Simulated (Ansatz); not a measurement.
Run report: MoSe, single-point calculation

- system: MoSe (Fm-3m, 2 atoms in the cell)
- method: DFT PBEsol, scalar-relativistic, plane waves, PAW, spin-polarised (Ansatz 0.2.0)

The structure was built on a prototype by a generator; it need not be a known phase. It belongs to a series of runs on one base structure; here: volume fm: 1.18 V/V0. Figures and captions count atoms from 1; the log counts them from 0 in places.

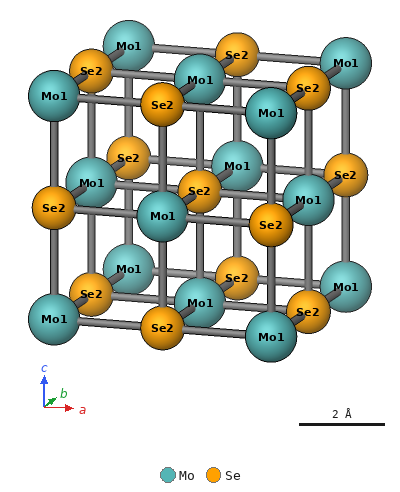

The structure as given in the input (ball-and-stick view of the cell 4 times as large as that of the calculation, set on its symmetry axes, seen slightly off an axis; atoms are numbered from 1 in the order of the input). An atom can appear more than once, as a periodic image. Near neighbours in the periodic cell (some may lie outside the picture): Mo has 6 Se at 2.72 Å; Se has 6 Mo at 2.72 Å.

**The input**
```yaml
crystal:
  lattice:
    - [0.0, 2.7209018999, 2.7209018999]
    - [2.7209018999, 0.0, 2.7209018999]
    - [2.7209018999, 2.7209018999, 0.0]
  atoms:
    - { symbol: Mo, position: [0.0, 0.0, 0.0], spin: 3.5 }
    - { symbol: Se, position: [0.5, 0.5, 0.5] }
basis:
  ecutwfc: 420
kpoints:
  mp_grid: { grid: [14, 14, 14] }
hamiltonian:
  xc: pbesol
scf:
  occupations: { method: gaussian, width: 0.1 }
  lower_state_search: "off"
output:
  forces: true
  stress: true
  eigenvalues: true
  populations: true
  write_density: true
  write_potential: true
  elf: true
  volumetric_format: npy
magnetization:
  spin_polarized: true
```

Command:
```bash
ansatz run input.yaml --threads 1 --pin off --max-ram 2560MiB --backend cpu --events-out ev --progress --plain --runs-dir out
```

**What the program printed**
```
Engine: ansatz 0.2.0, x86_64-unknown-linux-gnu
Pseudopotentials: kind: paw
Pseudopotential: Mo, paw, valence charge 14, recommended cutoff 420 eV (normal), Mo.paw.azcp
Pseudopotential: Se, paw, valence charge 16, recommended cutoff 420 eV (normal), Se.paw.azcp
Functional definition: PBEsol
  exchange = pbesol_x
  correlation = pbesol_c
Crystal: 2 atoms, lattice volume = 40.287 Å³
Basis set: ecut = 420 eV, 749 PW (Γ), exchange–correlation on 54×54×54 points (8 copies of the dense FFT grid, shifted against one another)
Bands: 21, of which v1, the nominal top of the filled ones, is band 15 counted from 1 (14 counted from 0)
Symmetry: 48 space group operations
Space group: Fm-3m (ITA 225), of the structure as read, at distance tolerance 3.4e-5 Å
Magnetic group: BNS 225.116 (UNI 1618), of the structure as read, at distance tolerance 3.4e-5 Å
k-points: 104 of 2744
Non-local potential: Mo, projectors of the file, l = 0: 3, l = 1: 2, l = 2: 2, l = 3: 1
Non-local potential: Se, projectors of the file, l = 0: 2, l = 1: 2, l = 2: 3, l = 3: 1
PAW form: soft (Blöchl's): semilocal exchange-correlation on the pseudo side does not see the compensation charge
PAW frozen core: Mo, regenerated for the run's functional, and the local potential with it (the file was generated under x = pbe(κ = 0.804, μ = 0.2195149727645171), c = pbe(β = 0.06672455060314922))
PAW frozen core: Se, regenerated for the run's functional, and the local potential with it (the file was generated under x = pbe(κ = 0.804, μ = 0.2195149727645171), c = pbe(β = 0.06672455060314922))
PAW one-centre angular grid: Mo, 590 points (default); XC on 64 Gauss nodes
PAW one-centre angular grid: Se, 590 points (default); XC on 64 Gauss nodes
Initial density: superposition of atomic densities (chi_scale 0.1, normalization cell)
Starting moments: Σ|m| = 3.5 μB on 1 of 2 sites
Initial wavefunctions: pseudopotential atomic-orbital guess
Functional: x = pbesol(κ = 0.804, μ = 0.12345679012345678), c = pbesol(β = 0.046)
SCF iter   1: F=—  HF=-10320.746113 eV  |F-HF|=—  |Δ(HF+E_count)|=         —  Δρ=4.31e-2 (↑4.31e-2 ↓1.64e-2)  dr2=1.69e0  dr2_m=1.36e-1  M=2.754 μB ∫|m|=2.785 μB  β_m=0.30  ethr=3.10e-3  ⟨swp⟩=5.5  Hψ=19933  notcnv=0
preconditioner: auto → Kerker (q_TF=auto, 2.597 Å⁻¹)  [metal: Δε(μ)=0.010 eV  Ē_g=9.453 eV  σ=0.100 eV  W_gap=0.06  n_scr=14 (ndim 8)  ℏωp=20.3 eV  f_vac=0.000  D(μ)=2.48/eV (n_scr^D=26)]
spin=Collinear: Kerker preconditioning applied to the charge; magnetization (m = ρ↑ − ρ↓) channel mixes plain (no charge-response kernel on spin).
SCF iter   2: F=—  HF=-10320.490193 eV  |F-HF|=—  |Δ(HF+E_count)|=   2.56e-1  Δρ=2.97e-2 (↑2.97e-2 ↓1.13e-2)  dr2=6.11e-1  dr2_m=8.19e-2  M=2.835 μB ∫|m|=2.873 μB  β_m=0.30  ethr=3.10e-3  ⟨swp⟩=2.0  Hψ=6921  notcnv=0  defer=239
Mixer restart at iter 2: flushing history
spin-set hold released at iteration 2 (the charge has settled, or the pull on large starting moments outlasts its swing): the magnetisation degrees of freedom join the quasi-Newton model from the next iteration; the mixer history was flushed
SCF iter   3: F=—  HF=-10320.421653 eV  |F-HF|=—  |Δ(HF+E_count)|=   6.85e-2  Δρ=2.04e-2 (↑2.04e-2 ↓8.33e-3)  dr2=2.45e-1  dr2_m=4.12e-2  M=2.811 μB ∫|m|=2.848 μB  β_m=0.58  ethr=2.04e-3  ⟨swp⟩=2.0  Hψ=4791  notcnv=0  defer=245
SCF iter   4: F=—  HF=-10320.400538 eV  |F-HF|=—  |Δ(HF+E_count)|=   2.11e-2  Δρ=4.01e-3 (↑4.01e-3 ↓3.16e-3)  dr2=3.95e-3  dr2_m=2.67e-3  M=2.717 μB ∫|m|=2.746 μB  β_m=0.78  ethr=8.17e-4  ⟨swp⟩=2.0  Hψ=6125  notcnv=0  defer=249
SCF iter   5: F=—  HF=-10320.404803 eV  |F-HF|=—  |Δ(HF+E_count)|=   4.27e-3  Δρ=1.02e-3 (↑1.02e-3 ↓7.94e-4)  dr2=3.22e-4  dr2_m=2.33e-4  M=2.670 μB ∫|m|=2.692 μB  β_m=0.75  ethr=1.32e-5  ⟨swp⟩=2.2  Hψ=8412  notcnv=0  defer=245
SCF iter   6: F=—  HF=-10320.404809 eV  |F-HF|=—  |Δ(HF+E_count)|=   5.96e-6  Δρ=4.32e-4 (↑4.32e-4 ↓2.85e-4)  dr2=3.94e-5  dr2_m=3.81e-5  M=2.660 μB ∫|m|=2.680 μB  β_m=0.85  ethr=1.07e-6  ⟨swp⟩=2.0  Hψ=7068  notcnv=0  defer=245
SCF iter   7: F=—  HF=-10320.404834 eV  |F-HF|=—  |Δ(HF+E_count)|=   2.44e-5  Δρ=1.46e-4 (↑8.55e-5 ↓1.46e-4)  dr2=9.43e-6  dr2_m=3.91e-6  M=2.655 μB ∫|m|=2.674 μB  β_m=0.93  ethr=1.31e-7  ⟨swp⟩=2.0  Hψ=7205  notcnv=0  defer=245
SCF iter   8: F=—  HF=-10320.404837 eV  |F-HF|=—  |Δ(HF+E_count)|=   3.51e-6  Δρ=2.60e-5 (↑2.60e-5 ↓2.04e-5)  dr2=2.78e-7  dr2_m=1.12e-7  M=2.653 μB ∫|m|=2.671 μB  β_m=0.96  ethr=3.14e-8  ⟨swp⟩=2.5  Hψ=6273  notcnv=0  defer=245
SCF iter   9: F=-10320.404838 eV  HF=-10320.404838 eV  |F-HF|=2.07e-10  |Δ(HF+E_count)|=   2.22e-7  Δρ=4.06e-6 (↑3.97e-6 ↓4.06e-6)  dr2=2.16e-8  dr2_m=1.75e-9  M=2.653 μB ∫|m|=2.671 μB  ethr=3.33e-10  ⟨swp⟩=10.5  Hψ=27744  notcnv=0
SCF 1 converged in 9 iterations: F = -10320.404838 eV  dr2 = 2.16e-8
  greatest PAW one-centre occupation: 1.000 electrons in one spin orbital (limit 2), on the Se atom at site 1 (counted from 0), in its partial waves of l = 2
SCF converged after 9 iterations
Magnetization: 2.6526 μB (16.3263 up, 13.6737 down)
Absolute magnetization: 2.6694 μB (∫|ρ↑−ρ↓|, with the PAW one-centre terms)
Spin contamination: 0.0175 ħ² per cell (⟨S²⟩ above its minimum at these occupations)
Per-site moments (μB) at R_I (Å): [(2.0748327595126552, 1.12237203370875), (0.024544205249608403, 1.12237203370875)]
Free energy (F): -10320.404838 eV
Harris-Foulkes:  -10320.404838 eV  (|F-HF|=2.07e-10)
Internal energy: -10320.396876 eV  (E = F + TS)
E sigma→0 (E₀):  -10320.400857 eV
Entropy (-TS):   -0.007961 eV (-3.981 meV/atom)
Fermi energy:    14.014387 eV
--- Per-component energies (eV) ---
  E_band       = -461.445478
  E_kinetic    = 558.868891
  E_local      = -3181.278830  (includes V_loc(G=0)·N_el)
  E_nonlocal   = -442.874310
  E_hartree    = 1429.331686
  E_xc         = -283.713039
  E_vxc        = -323.994692  (∫ρ·V_xc dr)
  E_paw        = -5014.181406  (= ΣΔE_a)
  E_vpaw       = 69.169067  (= ΣTr[D̂ρ^β])
  E_aug_tail   = -0.000561  (compensation charges beyond the density's cutoff)
  E_ewald      = -3387.767056
  E_core_change = 1.217750  (= ΣΔE_core)
  E_smearing   = -0.007961  (= −TS)
  E_closure    = 0.000000  (closes the sum)
  Σ components = -10320.404838   (vs F -10320.404838, Δ=0.00e0)
--- Forces (eV/Å), atoms counted from 1 ---
  atom   1  Mo    -0.00000000     0.00000000     0.00000000
  atom   2  Se    -0.00000000     0.00000000    -0.00000000
  max |Σ_I F_I| component: 3.62e-30 eV/Å
--- Stress (GPa, compression-positive) ---
       -9.675046      -0.000000      -0.000000
       -0.000000      -9.675046      -0.000000
       -0.000000      -0.000000      -9.675046
  P = ⅓ Tr σ = -9.6750 GPa (-96.750 kbar)
--- Band table (eV; the first three rows and the last of 208) ---
  k-point 0 ↑: bands = ["-47.6408", "-34.8391", "-34.8391", "-34.8279", "-34.8279", "-34.8279", "-21.8240", "-21.8240", "-21.8240", "-1.1787", "11.8338", "11.8338", "11.8338", "11.8478", "11.8478", "11.8478", "12.2579", "12.2579", "15.4772", "21.8925", "24.9885"]
  k-point 1 ↑: bands = ["-47.6406", "-34.8391", "-34.8391", "-34.8279", "-34.8279", "-34.8279", "-21.8273", "-21.8242", "-21.8242", "-1.1284", "11.0674", "11.2038", "11.2038", "11.9410", "11.9410", "12.2627", "12.9307", "12.9307", "15.8847", "21.9079", "24.5786"]
  k-point 2 ↑: bands = ["-47.6401", "-34.8391", "-34.8391", "-34.8279", "-34.8279", "-34.8279", "-21.8366", "-21.8250", "-21.8250", "-0.9830", "10.0778", "10.5244", "10.5244", "12.1000", "12.1000", "12.4866", "13.8477", "13.8477", "16.7902", "21.7289", "24.0271"]
  k-point 103 ↓: bands = ["-46.1789", "-34.8340", "-34.8335", "-34.8268", "-34.8266", "-34.8262", "-20.2659", "-20.2581", "-20.2448", "0.0774", "8.8976", "9.2062", "9.2482", "14.1876", "14.9422", "15.1869", "15.5288", "15.6952", "20.2969", "22.2991", "22.3272"]
--- Löwdin populations: 2 sites ---
  site symbol       q [e]    m [muB]
     0     Mo     13.7376     2.6316
     1     Se     16.1676     0.0075
  spilling = 0.003159 (of n_electrons = 30.000000)
```

**File populations.tsv**
```
# site	symbol	l	j	q_up	q_dn
# orbitals = lowdin
# n_electrons = 30.000000
# spilling = 0.003159
0	Mo	0_4S	-	0.991793	0.991529
0	Mo	0_5S	-	0.295054	0.210527
0	Mo	1_4P	-	2.996823	2.996794
0	Mo	2_4D	-	3.900918	1.354154
1	Se	0_4S	-	0.872375	0.855475
1	Se	1_4P	-	2.215262	2.224724
1	Se	2_3D	-	4.999922	4.999866
```

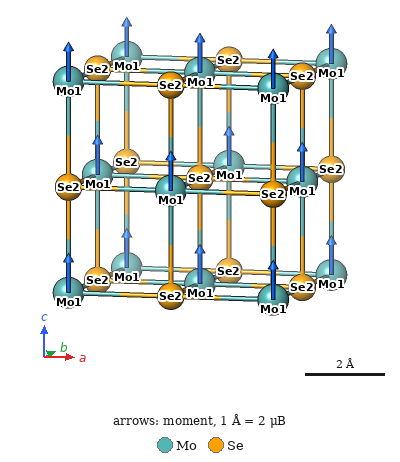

Magnetic moments of the sites as blue arrows (ball-and-stick view of the cell 4 times as large as that of the calculation, set on its symmetry axes, seen slightly off an axis; atoms are numbered from 1 in the order of the input); small moments hardly show. The run is collinear, so the axis drawn is arbitrary. Site moments: Mo1 (2.07 μB). They are counted near the atoms and needn't add up to the moment of the cell.

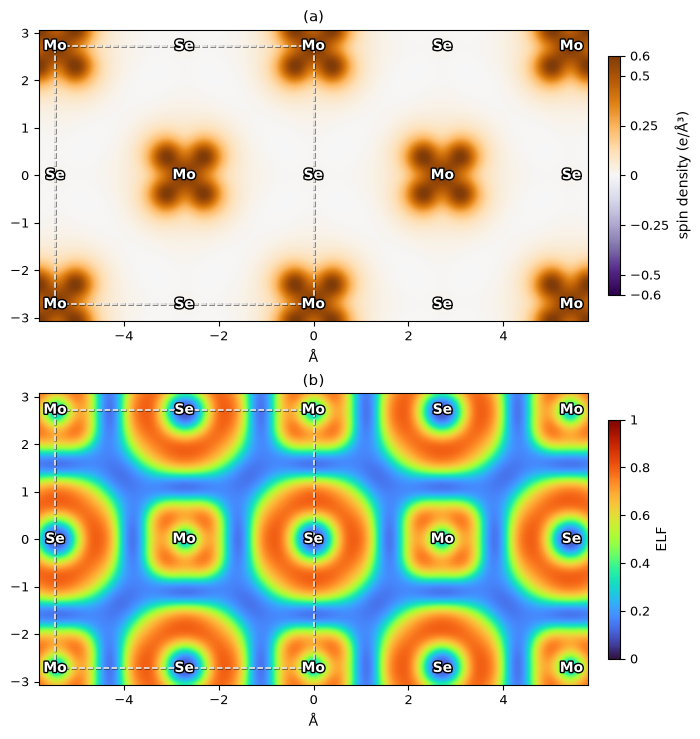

(a) spin density (up minus down); (b) ELF on the (001) plane of the conventional cell. The section cuts through Mo and Se sites. Mo–Se (2.72 Å): the ELF is about 0.35 at the midpoint. The strong features right at Mo lie inside the PAW spheres (semicore, d or f shells) and say nothing about bonding. The cell of the calculation (2 atoms) carries 2.7 μB net. The fields are those of the smooth PAW valence density.

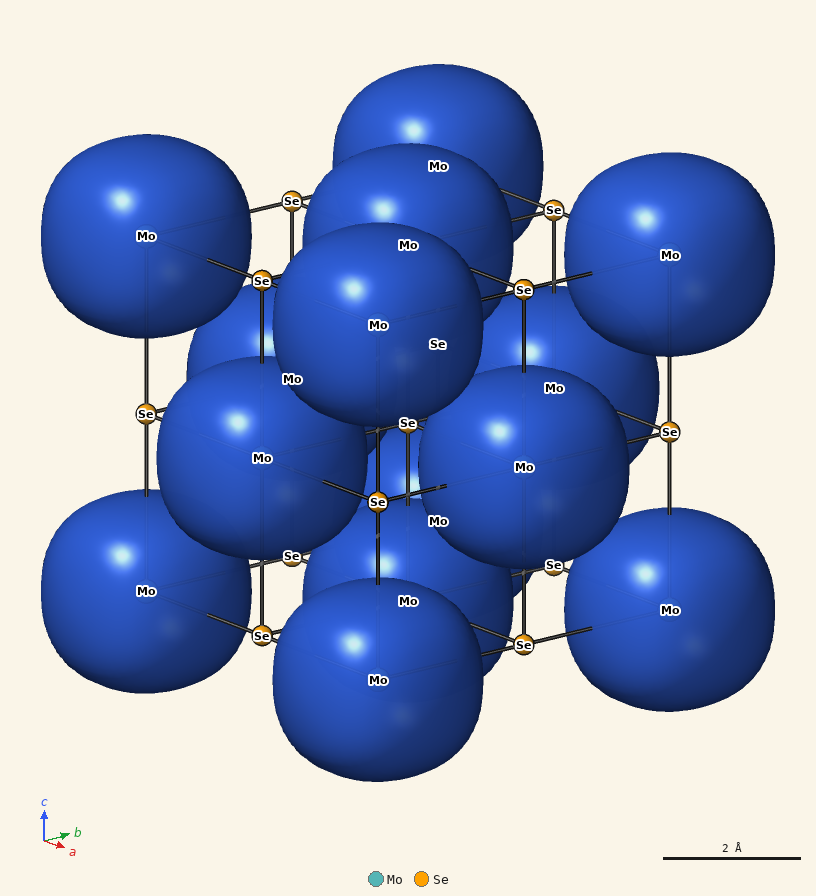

Isosurface of the spin density (up minus down) at +0.03 e/Å³ (blue), seen at an oblique angle. Sticks mark near contacts. The outline is the cell set on symmetry axes. The cell of the calculation (2 atoms) carries 2.7 μB net.

**Results in brief**

| quantity | value |
| --- | --- |
| outcome | converged |
| space group (tolerance 0.01 Å) | Fm-3m (225) |
| electrons treated | 30 |
| free energy | −10320.4048 eV |
| Fermi energy | 14.014 eV |
| gap on the k-point mesh | none (metallic) |
| net moment of the cell | 2.65 μB |
| integrated absolute moment | 2.67 μB |
| pressure | −9.68 GPa |
| largest force (length of the vector) | under 0.001 eV/Å |
| hardware | 1 thread of Intel Xeon @ 2.50GHz (Skylake/Cascade Lake), 189 GiB of memory available, shared host |
| wall time | 20 s |
| peak memory | 0.45 GiB |

The cell is under a tension of 9.7 GPa at this level, so it is not at its equilibrium volume.
